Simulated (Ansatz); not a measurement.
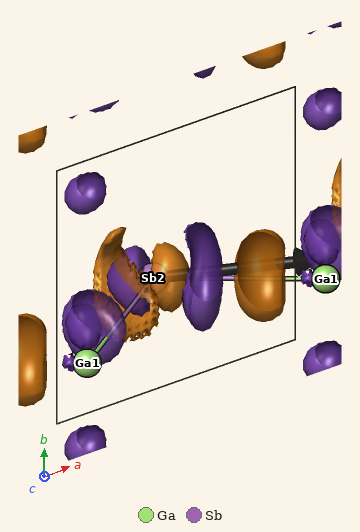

*GaSb. Sb2 was moved by 0.10 Å roughly along [1 0 0] in the axes of the cell drawn (arrow, not to scale). Change of the density less the rigid motion of the neutral atom's own density: orange surfaces at +0.008 and purple ones at −0.008 e/Å³, in the cell of the calculation (origin moved) seen along the c axis.*

Space group F-43m; the calculation finds a residual pressure of about 3 GPa at this fixed cell.

Theory: DFT PBE, scalar-relativistic, plane waves, PAW (Ansatz).

Core electrons are frozen (PAW), so the fields are smoothed inside the atomic spheres.

The calculation's input:

```
crystal:
  lattice:
    - [0.0, 3.059, 3.059]
    - [3.059, 0.0, 3.059]
    - [3.059, 3.059, 0.0]
  atoms:
    - { symbol: Ga, position: [0.0, 0.0, 0.0] }
    - { symbol: Sb, position: [0.2770238708, 0.2438753518, 0.2459719934] }
basis:
  ecutwfc: 500
  fft_grid_basis: typed
kpoints:
  mp_grid: { grid: [10, 10, 10] }
hamiltonian:
  xc: pbe
  pseudopotentials: { kind: paw }
scf:
  occupations: { method: gaussian, width: 0.05 }
output:
  forces: true
  stress: true
  eigenvalues: true
  bader: true
  write_density: true
  volumetric_format: npy
```

Run with:

```sh
ansatz run input.yaml --threads 2 --pin off --max-ram 4096MiB --backend cpu --events-out ev --progress --plain --runs-dir out
```

The picture shows the cell of the calculation (origin moved) (a = 4.33 Å, b = 4.33 Å, c = 4.33 Å, α = 60.00°, β = 60.00°, γ = 60.00°).

**How do the electrons respond beyond following the atom?**

About 0.07 e is rearranged in the cell. Outside the cores the largest gain, 0.02 e/Å³, lies 1.0 Å from a gallium nucleus and 1.5 Å from an antimony one, and the largest loss lies at the edge of the masked core of Sb.

**How much does the computed force on the atom change?**

The force on it changes by 0.90 eV/Å along the move, against it: a stiffness of about 9 eV/Å² for this sublattice shift.

Run times: 78 s (moved atom) and 22 s (base cell), on 2 threads of Arm Neoverse N1 (shared host).
